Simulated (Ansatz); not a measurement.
Run report: TiO2, single-point calculation

TiO2 (P4₂/mnm, 6 atoms in the cell), computed with DFT r2SCAN, scalar-relativistic, plane waves, PAW, no spin polarisation (Ansatz 0.2.0).

The structure derives from an entry of the Crystallography Open Database. Figures and captions count atoms from 1; the log counts them from 0 in places.

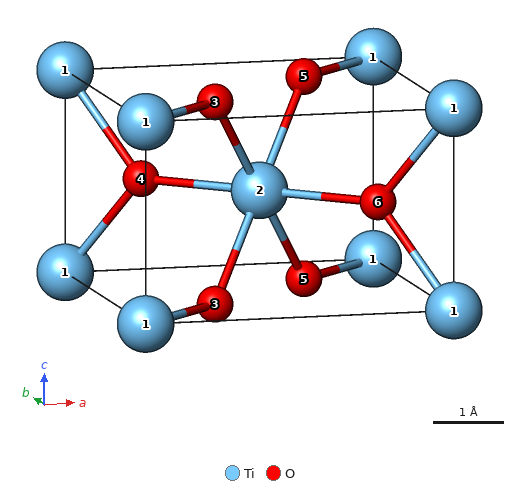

*The input geometry (ball-and-stick view of the cell of the calculation, seen slightly off an axis; atoms are numbered from 1 in the order of the input).*

Near neighbours in the crystal (not all of them lie inside the picture): Ti has 6 O at 1.95 to 1.98 Å; O has 3 Ti at 1.95 to 1.98 Å.

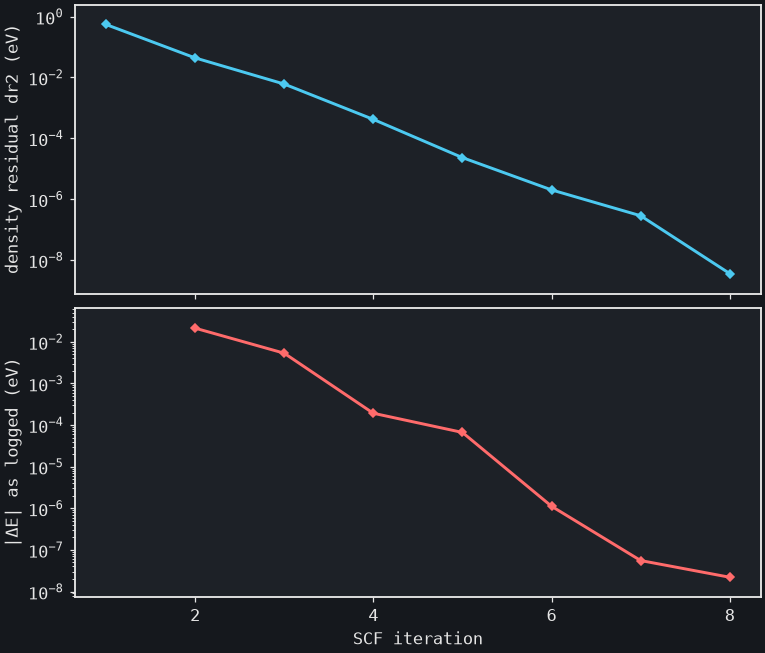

*Convergence of the self-consistent field: density residual dr2 and size of the energy change against the SCF iteration.*

The residual falls at every step.

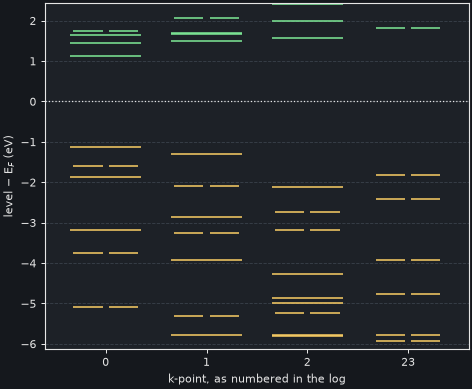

*Kohn–Sham levels near the Fermi level (dotted) at the few k-points that the log prints; levels within 0.02 eV of each other stand side by side.*

Among these points the highest filled and lowest empty levels are 2.23 eV apart, which is the gap on the mesh.

These pictures come from the run below.

**The input**
```yaml
crystal:
  lattice:
    - [4.5922, 0.0, 0.0]
    - [0.0, 4.5922, 0.0]
    - [0.0, 0.0, 2.9574]
  atoms:
    - { symbol: Ti, position: [0.0, 0.0, 0.0] }
    - { symbol: Ti, position: [0.5, 0.5, 0.5] }
    - { symbol: O, position: [0.30496, 0.30496, 0.0] }
    - { symbol: O, position: [0.19504, 0.80496, 0.5] }
    - { symbol: O, position: [0.69504, 0.69504, 0.0] }
    - { symbol: O, position: [0.80496, 0.19504, 0.5] }
basis:
  ecutwfc: 500
kpoints:
  mp_grid: { grid: [4, 4, 6] }
hamiltonian:
  xc: r2scan
scf:
  occupations: { method: gaussian, width: 0.1 }
output:
  forces: true
  stress: true
  eigenvalues: true
```

Command:
```bash
ansatz run input.yaml --threads 2 --pin off --max-ram 5120MiB --backend cpu --events-out ev --progress --plain --runs-dir out
```

**The program's output**
```
Engine: ansatz 0.2.0, aarch64-unknown-linux-gnu
Pseudopotentials: kind: paw
Pseudopotential: Ti, paw, valence charge 12, recommended cutoff 500 eV (meta_gga), Ti.paw.azcp
Pseudopotential: O, paw, valence charge 6, recommended cutoff 500 eV (meta_gga), O.paw.azcp
Functional definition: r2SCAN
  parameter k0 = 0.174
  parameter k1 = 0.065
  parameter a1 = 4.9479
  exchange = r2scan_x(k0 = k0, k1 = k1, a1 = a1)
  correlation = r2scan_c
Crystal: 6 atoms, lattice volume = 62.367 Å³
Basis set: ecut = 500 eV, 1559 PW (Γ), exchange–correlation on 144×144×96 points (64 copies of the dense FFT grid, shifted against one another)
Bands: 30, of which v1, the nominal top of the filled ones, is band 24 counted from 1 (23 counted from 0)
Symmetry: 16 space group operations
Space group: P42/mnm (ITA 136), of the structure as read, at distance tolerance 4.0e-5 Å
k-points: 24 of 96
Non-local potential: Ti, projectors of the file, l = 0: 3, l = 1: 2, l = 2: 3, l = 3: 1
Non-local potential: O, projectors of the file, l = 0: 2, l = 1: 2, l = 2: 1
PAW form: soft (Blöchl's): semilocal exchange-correlation on the pseudo side does not see the compensation charge
PAW frozen core: Ti, regenerated for the run's functional (the file was generated under x = pbe(κ = 0.804, μ = 0.2195149727645171), c = pbe(β = 0.06672455060314922))
PAW frozen core: O, regenerated for the run's functional (the file was generated under x = pbe(κ = 0.804, μ = 0.2195149727645171), c = pbe(β = 0.06672455060314922))
PAW one-centre angular grid: Ti, 590 points (default); XC on 160 Gauss nodes
PAW one-centre angular grid: O, 302 points (default); XC on 160 Gauss nodes
Initial density: superposition of atomic densities (neutral atoms: chi_scale 0, normalization atom), corrected by the library's trained network
Initial wavefunctions: pseudopotential atomic-orbital guess
Functional: x = r2scan, c = r2scan; τ floored in thin density (d = 2e-4 eV/Å³)
SCF iter   1: F=—  HF=-7292.561018 eV  |F-HF|=—  |Δ(HF+E_count)|=         —  Δρ=2.75e-2  dr2=5.49e-1  dr2_τ=3.86e-1  ethr=1.77e-3  ⟨swp⟩=4.8  Hψ=2872  notcnv=0
preconditioner: auto → Resta (q_TF=auto, 2.612 Å⁻¹)  ε∞=7.3  [insulator: Δε(μ)=2.747 eV  Ē_g=10.566 eV  σ=0.100 eV  W_gap=1.00  n_scr=18 (ndim 8)  ℏωp=26.6 eV  f_vac=0.016  D(μ)=0.00/eV (n_scr^D=0)  ε∞_Penn≈7.3]
SCF iter   2: F=—  HF=-7292.582276 eV  |F-HF|=—  |Δ(HF+E_count)|=   2.13e-2  Δρ=1.21e-2  dr2=4.38e-2  dr2_τ=2.80e-2  ethr=1.14e-3  ⟨swp⟩=3.0  Hψ=1580  notcnv=0  defer=37
SCF iter   3: F=—  HF=-7292.576946 eV  |F-HF|=—  |Δ(HF+E_count)|=   5.33e-3  Δρ=4.04e-3  dr2=6.05e-3  dr2_τ=5.39e-4  ethr=9.13e-5  ⟨swp⟩=2.0  Hψ=1174  notcnv=0  defer=37
SCF iter   4: F=—  HF=-7292.576753 eV  |F-HF|=—  |Δ(HF+E_count)|=   1.92e-4  Δρ=1.16e-3  dr2=4.17e-4  dr2_τ=1.05e-4  ethr=1.26e-5  ⟨swp⟩=2.1  Hψ=952  notcnv=0  defer=37
SCF iter   5: F=—  HF=-7292.576820 eV  |F-HF|=—  |Δ(HF+E_count)|=   6.65e-5  Δρ=1.82e-4  dr2=2.31e-5  dr2_τ=1.44e-6  ethr=8.69e-7  ⟨swp⟩=2.2  Hψ=1031  notcnv=0  defer=37
SCF iter   6: F=—  HF=-7292.576821 eV  |F-HF|=—  |Δ(HF+E_count)|=   1.12e-6  Δρ=4.85e-5  dr2=2.01e-6  dr2_τ=1.03e-7  ethr=4.81e-8  ⟨swp⟩=2.0  Hψ=1270  notcnv=0  defer=37
SCF iter   7: F=—  HF=-7292.576821 eV  |F-HF|=—  |Δ(HF+E_count)|=   5.55e-8  Δρ=1.97e-5  dr2=2.84e-7  dr2_τ=1.42e-8  ethr=4.18e-9  ⟨swp⟩=2.2  Hψ=1018  notcnv=0  defer=37
SCF iter   8: F=-7292.576821 eV  HF=-7292.576821 eV  |F-HF|=1.50e-9  |Δ(HF+E_count)|=   2.20e-8  Δρ=2.26e-6  dr2=3.57e-9  dr2_τ=7.17e-11  ethr=2.08e-10  ⟨swp⟩=8.5  Hψ=2742  notcnv=0
SCF 1 converged in 8 iterations: F = -7292.576821 eV  dr2 = 3.57e-9
  greatest PAW one-centre occupation: 1.000 electrons in one spin orbital (limit 2), on the Ti atom at site 1 (counted from 0), in its partial waves of l = 0
SCF converged after 8 iterations
Free energy (F): -7292.576821 eV
Harris-Foulkes:  -7292.576821 eV  (|F-HF|=1.50e-9)
Internal energy: -7292.576821 eV  (E = F + TS)
E sigma→0 (E₀):  -7292.576821 eV
Fermi energy:    9.935106 eV
--- Per-component energies (eV) ---
  E_band       = -440.224235
  E_kinetic    = 1251.269421
  E_local      = -3077.471712  (includes V_loc(G=0)·N_el)
  E_nonlocal   = 191.768676
  E_hartree    = 1169.876917
  E_xc         = -482.969763
  E_vxc        = -693.313057  (∫ρ·V_xc dr)
  E_paw        = -2747.325581  (= ΣΔE_a)
  E_vpaw       = -497.830132  (= ΣTr[D̂ρ^β])
  E_aug_tail   = 0.004724  (compensation charges beyond the density's cutoff)
  E_vtau       = 45.593959  (kinetic-family band-sum trace: ∫τ·v_τ [+ j·A + Jᵃ·Aᵃ] dr)
  E_ewald      = -3597.094824
  E_core_change = -0.634678  (= ΣΔE_core)
  E_smearing   = -0.000000  (= −TS)
  E_closure    = -0.000000  (closes the sum)
  Σ components = -7292.576821   (vs F -7292.576821, Δ=0.00e0)
--- Forces (eV/Å), atoms counted from 1 ---
  atom   1  Ti     0.00000000    -0.00000000     0.00000000
  atom   2  Ti     0.00000000     0.00000000     0.00000000
  atom   3  O     -0.03587124    -0.03587124     0.00000000
  atom   4  O      0.03587124    -0.03587124     0.00000000
  atom   5  O      0.03587124     0.03587124     0.00000000
  atom   6  O     -0.03587124     0.03587124     0.00000000
  max |Σ_I F_I| component: 2.08e-17 eV/Å
--- Stress (GPa, compression-positive) ---
        0.389065       0.000000       0.000000
        0.000000       0.389065       0.000000
        0.000000       0.000000      -0.167047
  P = ⅓ Tr σ = 0.2037 GPa (2.037 kbar)
--- Band table (eV; the first three rows and the last of 24) ---
  k-point 0: bands = ["-50.3355", "-50.3179", "-25.5893", "-25.5893", "-25.4102", "-25.4102", "-25.3638", "-25.3279", "-10.4322", "-9.2823", "-8.5153", "-8.5153", "2.9475", "3.3222", "3.8180", "4.8531", "4.8531", "6.1932", "6.1932", "6.7520", "8.0696", "8.3477", "8.3477", "8.8197", "11.0506", "11.3863", "11.5841", "11.6790", "11.6790", "13.5449"]
  k-point 1: bands = ["-50.3242", "-50.3089", "-25.5572", "-25.5572", "-25.4800", "-25.4504", "-25.4055", "-25.4055", "-10.1482", "-9.1243", "-8.6522", "-8.6522", "3.3388", "3.6153", "4.1428", "4.6367", "4.6367", "6.0067", "6.6708", "6.6708", "7.0828", "7.8346", "7.8346", "8.6460", "11.4399", "11.5923", "11.6181", "12.0011", "12.0011", "13.5374"]
  k-point 2: bands = ["-50.3006", "-50.2918", "-25.7044", "-25.6890", "-25.4864", "-25.4864", "-25.4019", "-25.4019", "-9.5022", "-8.9236", "-8.9236", "-8.8737", "4.1383", "4.1637", "4.7003", "4.7003", "4.9505", "5.0688", "5.6653", "6.7484", "6.7484", "7.1958", "7.1958", "7.8184", "11.5172", "11.9145", "12.3455", "12.5888", "12.5888", "12.9205"]
  k-point 23: bands = ["-50.2859", "-50.2859", "-25.8084", "-25.8084", "-25.4377", "-25.4377", "-25.4167", "-25.4167", "-9.1481", "-9.1481", "-8.8485", "-8.8485", "4.0133", "4.0133", "4.1531", "4.1531", "5.1744", "5.1744", "6.0052", "6.0052", "7.5096", "7.5096", "8.1143", "8.1143", "11.7617", "11.7617", "12.4073", "12.4073", "12.4157", "12.4157"]
```

**Key numbers**

```csv
quantity,value
outcome,converged
space group (tolerance 0.01 Å),P4₂/mnm (136)
electrons treated,48
free energy,−7292.5768 eV
Fermi energy,9.935 eV
gap on the k-point mesh,2.23 eV
pressure,0.20 GPa
largest force (length of the vector),0.051 eV/Å
hardware,"2 threads of Arm Neoverse V2, 24 GiB of memory available, shared host"
wall time,3.2 s (CPU time 6.2 s)
peak memory,0.49 GiB
```
